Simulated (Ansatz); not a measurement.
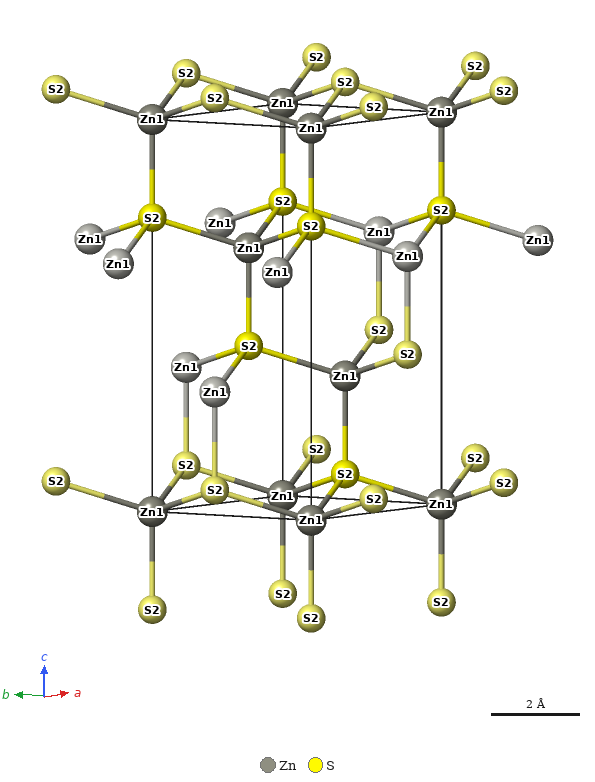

**Figure 1.** The structure (ball-and-stick view of the cell 3 times as large as that of the calculation, set on its symmetry axes, seen at an oblique angle; neighbours outside the cell are drawn fainter; atoms are numbered from 1 in the order of the input).

**ZnS: a changed input and its effect**

System: ZnS (R3m, 2 atoms in the cell).
Method of the first run: DFT, PBE, all-electron LAPW, scalar-relativistic, no spin polarisation (Ansatz 0.2.0).

The structure derives from an entry of the Crystallography Open Database. Text and figures count atoms from 1; the logs count them from 0 in places.

### Input, the first run
```yaml
crystal:
  lattice:
    - [-0.0811395, 2.66408025, 2.66408025]
    - [2.66408025, -0.0811395, 2.66408025]
    - [2.66408025, 2.66408025, -0.0811395]
  atoms:
    - { symbol: Zn, position: [0.0, 0.0, 0.0] }
    - { symbol: S, position: [0.75, 0.75, 0.75] }
kpoints:
  mp_grid: { grid: [8, 8, 8] }
  band_path:
    path:
      - [0.0, 0.0, 0.0]
      - [0.5, 0.5, 0.5]
      - [0.2579113083, 0.5, 0.7420886917]
      - [-0.2579113083, 0.2579113083, 0.5]
      - [0.0, 0.0, 0.5]
      - [0.0, 0.0, 0.0]
      - [-0.3789556542, 0.0, 0.3789556542]
      - [0.0, 0.3789556542, 0.6210443458]
      - [0.0, 0.5, 0.5]
    npoints: 5
scf:
  occupations: { method: fermi_dirac, width: 0.01 }
hamiltonian:
  xc: pbe
  pseudopotentials: { kind: all_electron, lapw: { basis_error: 0.00025 } }
output:
  forces: true
  stress: true
  eigenvalues: true
```

Command:
```bash
ansatz run input.yaml --threads 1 --pin off --max-ram 3072MiB --backend cpu --events-out ev --progress --plain --runs-dir out
```

Hardware: 1 thread of Intel Xeon (Sapphire Rapids), 64 GiB of memory available, shared host.

### Output, shortened to warnings, some set-up lines, iterations and results (the first run)
```
Basis set: ecut = 355.8350163751801 eV, 597 PW (Γ), exchange–correlation at level 2
Symmetry: 6 space group operations
k-points: 65 of 512 (time reversal used)
Initial density: superposition of atomic densities (chi_scale 0.1, normalization cell, long waves kept (reshape's long-wave potential 0.00 eV rms))
[...]
SCF iter   1: F=—  HF=-59737.743568 eV  |F-HF|=—  |Δ(HF+E_count)|=         —  Δρ=4.11e-2  dr2=1.10e0  ethr=3.24e-3  ⟨swp⟩=2.0  Hψ=9345  notcnv=0
SCF iter   2: F=—  HF=-59737.407983 eV  |F-HF|=—  |Δ(HF+E_count)|=   3.36e-1  Δρ=1.36e-2  dr2=5.34e-2  ethr=1.57e-4  ⟨swp⟩=2.0  Hψ=7359  notcnv=0
SCF iter   3: F=—  HF=-59737.316399 eV  |F-HF|=—  |Δ(HF+E_count)|=   9.16e-2  Δρ=7.90e-3  dr2=1.67e-2  ethr=1.57e-4  ⟨swp⟩=3.0  Hψ=4515  notcnv=0
SCF iter   4: F=—  HF=-59737.308885 eV  |F-HF|=—  |Δ(HF+E_count)|=         —  Δρ=3.84e-3  dr2=3.92e-3  ethr=4.92e-5  ⟨swp⟩=2.1  Hψ=3970  notcnv=0
SCF iter   5: F=—  HF=-59737.309204 eV  |F-HF|=—  |Δ(HF+E_count)|=   3.19e-4  Δρ=7.03e-4  dr2=1.26e-4  ethr=1.15e-5  ⟨swp⟩=2.0  Hψ=3967  notcnv=0
SCF iter   6: F=—  HF=-59737.309268 eV  |F-HF|=—  |Δ(HF+E_count)|=   6.33e-5  Δρ=8.04e-5  dr2=1.71e-6  ethr=3.70e-7  ⟨swp⟩=2.8  Hψ=3831  notcnv=0
SCF iter   7: F=-59737.309271 eV  HF=-59737.309271 eV  |F-HF|=3.11e-8  |Δ(HF+E_count)|=   3.20e-6  Δρ=1.29e-5  dr2=7.20e-8  ethr=5.03e-9  ⟨swp⟩=3.0  Hψ=4018  notcnv=0
SCF 1 converged in 7 iterations: F = -59737.309271 eV  dr2 = 7.20e-8
NSCF: frozen V_eff on 41 k-points
SCF converged after 7 iterations
Free energy (F): -59737.309271 eV
Harris-Foulkes:  -59737.309271 eV  (|F-HF|=3.11e-8)
Internal energy: -59737.309271 eV  (E = F + TS)
E sigma→0 (E₀):  -59737.309271 eV
Fermi energy:    8.361134 eV
--- Per-component energies (eV) ---
  E_band       = -1881.199344
  E_kinetic    = 60684.831539
  E_xc         = -2648.990375
  E_electrostatic = -117773.150435  (all electrons and nuclei)
  E_smearing   = -0.000000  (= −TS)
  E_closure    = 0.000000  (closes the sum)
  E_atoms      = -59730.497347  (free atoms, spherical and without spin; not in F)
  Σ components = -59737.309271   (vs F -59737.309271, Δ=0.00e0)
  Basis errors (estimates in eV, not in F): energy 1.1e-4 per atom: plane waves 1.0e-4 (6.1e-5 summed), levels above the bands 0.0e0, relativity 1.4e-8, radial functions 1.1e-5, core shells 8.1e-12; eigenvalues (radial functions only) 3.0e-7; not estimated: angular momenta, meshes, grids; target …
--- Forces (eV/Å), atoms counted from 1 ---
  atom   1  Zn     0.20357224     0.20357224     0.20357224
  atom   2  S     -0.20350521    -0.20350521    -0.20350521
  max |Σ_I F_I| component: 6.70e-5 eV/Å
--- Stress (GPa, compression-positive) ---
        1.699738       2.205618       2.205618
        2.205618       1.699738       2.205618
        2.205618       2.205618       1.699738
  P = ⅓ Tr σ = 1.6997 GPa (16.997 kbar)
```

For the second run the input was changed thus:
```diff
-    - [-0.0811395, 2.66408025, 2.66408025]
-    - [2.66408025, -0.0811395, 2.66408025]
-    - [2.66408025, 2.66408025, -0.0811395]
+    - [-0.054093, 2.6776035, 2.6776035]
+    - [2.6776035, -0.054093, 2.6776035]
+    - [2.6776035, 2.6776035, -0.054093]
-      - [0.2579113083, 0.5, 0.7420886917]
-      - [-0.2579113083, 0.2579113083, 0.5]
+      - [0.2551801333, 0.5, 0.7448198667]
+      - [-0.2551801333, 0.2551801333, 0.5]
-      - [-0.3789556542, 0.0, 0.3789556542]
-      - [0.0, 0.3789556542, 0.6210443458]
+      - [-0.3775900666, 0.0, 0.3775900666]
+      - [0.0, 0.3775900666, 0.6224099334]
```

What does this change do to the results?

With the same functional and potentials, the second run lies 6.9 meV per atom lower. The gap on the mesh goes from 1.99 to 2.03 eV. The pressure goes from 1.70 to 1.52 GPa. The largest force goes from 0.353 to 0.220 eV/Å. The number of SCF iterations is the same. The plane waves at Γ go from 597 to 585.

### Output, shortened to warnings, some set-up lines, iterations and results (the second run)
```
Basis set: ecut = 346.6556128745212 eV, 585 PW (Γ), exchange–correlation at level 2
Symmetry: 6 space group operations
k-points: 65 of 512 (time reversal used)
Initial density: superposition of atomic densities (chi_scale 0.1, normalization cell, long waves kept (reshape's long-wave potential 0.00 eV rms))
[...]
SCF iter   1: F=—  HF=-59737.754467 eV  |F-HF|=—  |Δ(HF+E_count)|=         —  Δρ=4.08e-2  dr2=1.08e0  ethr=3.18e-3  ⟨swp⟩=2.0  Hψ=9327  notcnv=0
SCF iter   2: F=—  HF=-59737.421312 eV  |F-HF|=—  |Δ(HF+E_count)|=   3.33e-1  Δρ=1.35e-2  dr2=5.19e-2  ethr=1.53e-4  ⟨swp⟩=2.0  Hψ=7356  notcnv=0
SCF iter   3: F=—  HF=-59737.330192 eV  |F-HF|=—  |Δ(HF+E_count)|=   9.11e-2  Δρ=7.79e-3  dr2=1.64e-2  ethr=1.53e-4  ⟨swp⟩=3.0  Hψ=4499  notcnv=0
SCF iter   4: F=—  HF=-59737.322668 eV  |F-HF|=—  |Δ(HF+E_count)|=         —  Δρ=3.80e-3  dr2=3.88e-3  ethr=4.81e-5  ⟨swp⟩=2.1  Hψ=3972  notcnv=0
SCF iter   5: F=—  HF=-59737.322989 eV  |F-HF|=—  |Δ(HF+E_count)|=   3.21e-4  Δρ=6.93e-4  dr2=1.24e-4  ethr=1.14e-5  ⟨swp⟩=2.0  Hψ=3967  notcnv=0
SCF iter   6: F=—  HF=-59737.323052 eV  |F-HF|=—  |Δ(HF+E_count)|=   6.34e-5  Δρ=7.85e-5  dr2=1.64e-6  ethr=3.64e-7  ⟨swp⟩=2.7  Hψ=3829  notcnv=0
SCF iter   7: F=-59737.323055 eV  HF=-59737.323055 eV  |F-HF|=4.73e-10  |Δ(HF+E_count)|=   3.16e-6  Δρ=1.09e-5  dr2=5.76e-8  ethr=4.83e-9  ⟨swp⟩=3.0  Hψ=4035  notcnv=0
SCF 1 converged in 7 iterations: F = -59737.323055 eV  dr2 = 5.76e-8
NSCF: frozen V_eff on 41 k-points
SCF converged after 7 iterations
Free energy (F): -59737.323055 eV
Harris-Foulkes:  -59737.323055 eV  (|F-HF|=4.73e-10)
Internal energy: -59737.323055 eV  (E = F + TS)
E sigma→0 (E₀):  -59737.323055 eV
Fermi energy:    8.348533 eV
--- Per-component energies (eV) ---
  E_band       = -1881.318278
  E_kinetic    = 60684.713532
  E_xc         = -2648.974812
  E_electrostatic = -117773.061775  (all electrons and nuclei)
  E_smearing   = -0.000000  (= −TS)
  E_closure    = 0.000000  (closes the sum)
  E_atoms      = -59730.497347  (free atoms, spherical and without spin; not in F)
  Σ components = -59737.323055   (vs F -59737.323055, Δ=0.00e0)
  Basis errors (estimates in eV, not in F): energy 1.1e-4 per atom: plane waves 1.0e-4 (6.1e-5 summed), levels above the bands 0.0e0, relativity 1.2e-8, radial functions 1.0e-5, core shells 3.1e-11; eigenvalues (radial functions only) 3.3e-7; not estimated: angular momenta, meshes, grids; target …
--- Forces (eV/Å), atoms counted from 1 ---
  atom   1  Zn     0.12686400     0.12686400     0.12686400
  atom   2  S     -0.12679965    -0.12679965    -0.12679965
  max |Σ_I F_I| component: 6.44e-5 eV/Å
--- Stress (GPa, compression-positive) ---
        1.523213       1.433506       1.433506
        1.433506       1.523213       1.433506
        1.433506       1.433506       1.523213
  P = ⅓ Tr σ = 1.5232 GPa (15.232 kbar)
```

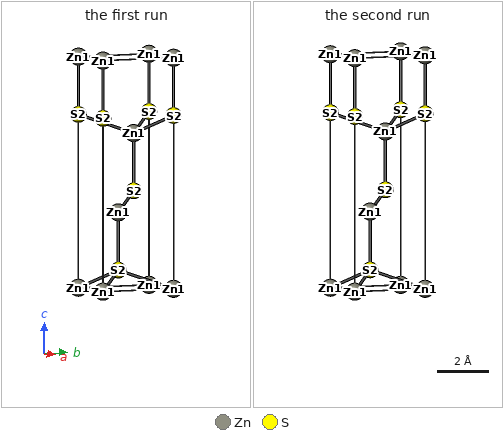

**Figure 2.** The two input geometries at one scale (ball-and-stick view of the cell 3 times as large as that of the calculation, set on its symmetry axes, seen at an oblique angle). No atom moves by more than 0.005 Å relative to the cell. The drawn cell changes at constant volume: a = b 3.882 → 3.863 Å (−0.5 %), c 9.088 → 9.182 Å (+1.0 %). Among the contacts that change: Zn1–S2 2.272 → 2.295 Å.

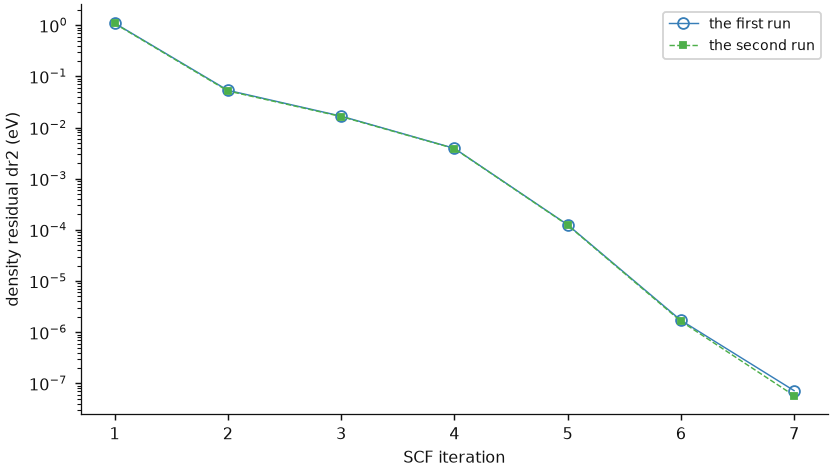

**Figure 3.** Convergence of the two runs: density residual dr2 against the SCF iteration. The first run takes 7 iterations in all, and the second run takes 7.

### The two runs side by side

```tsv
quantity	the first run	the second run
outcome	converged	converged
free energy per atom (eV)	−29868.6546	−29868.6615
gap on the mesh (eV)	1.99	2.03
pressure (GPa)	1.70	1.52
volume per atom (Å³)	19.77	19.78
largest force (eV/Å)	0.353	0.220
SCF iterations	7	7
irreducible k-points	65	65
plane waves at Γ	597	585
wall time (shared host)	20 s	20 s
```
